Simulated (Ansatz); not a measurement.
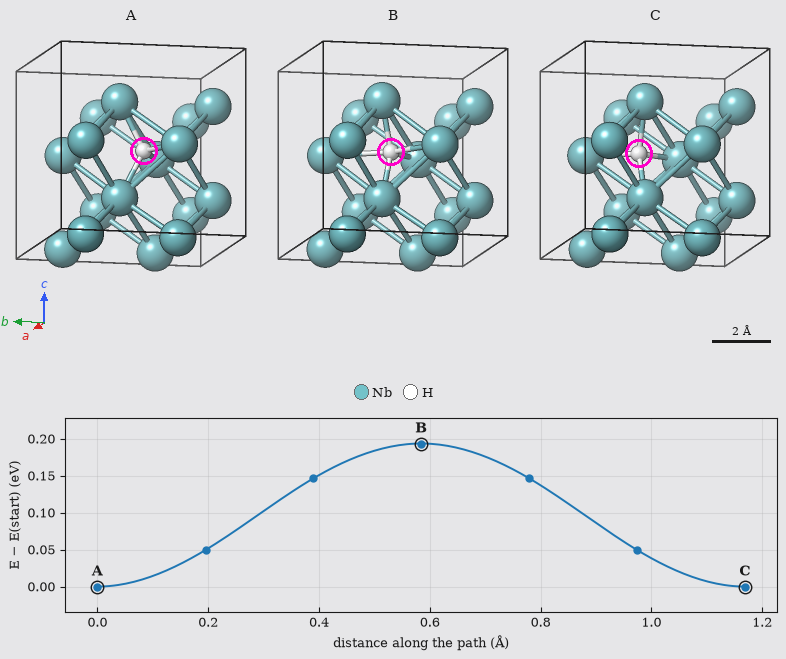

A nudged-elastic-band calculation for Nb with an interstitial H (17 atoms in the cell). Images are numbered from 0 (start) to 6 (end). Frames A to C are images 0, 3, 6. A ball-and-stick model of the simulation cell (origin moved), seen from a free direction. The moving atom is ringed, with any periodic copies. Bonds to atoms that aren't drawn are left out.

Method: Ansatz, DFT PBE-D3(BJ), scalar-relativistic, plane waves, PAW. Settings: plane-wave cutoff 420 eV; k-point mesh 3 × 3 × 3; Gaussian smearing 0.05 eV; 5 movable images; climbing image; force threshold 0.05 eV/Å; iteration limit 31; spring constant 1.0 eV/Å²; starting path by straight interpolation.

Question: Describe the mechanism and the energy profile.

Answer: The H atom travels furthest, 1.17 Å from end to end, along [1 1 0], on a straight line. At the highest image its nearest neighbour (Nb) is 1.83 Å away, against 1.90 Å at the start, and the surrounding atoms stand up to 0.04 Å off the mean of their end positions. The two ends have the same energy, and the highest point, image 3, lies 0.194 eV above the start. The band converged in 4 iterations. The largest component of the band force went from 0.62 to 0.029 eV/Å. The climbing image converged on the top of the path. A check of its curvatures didn't confirm a first-order saddle.

Limits of the set-up: the periodic images lie only 6.6 Å apart, so the values are limited by the cell's size.
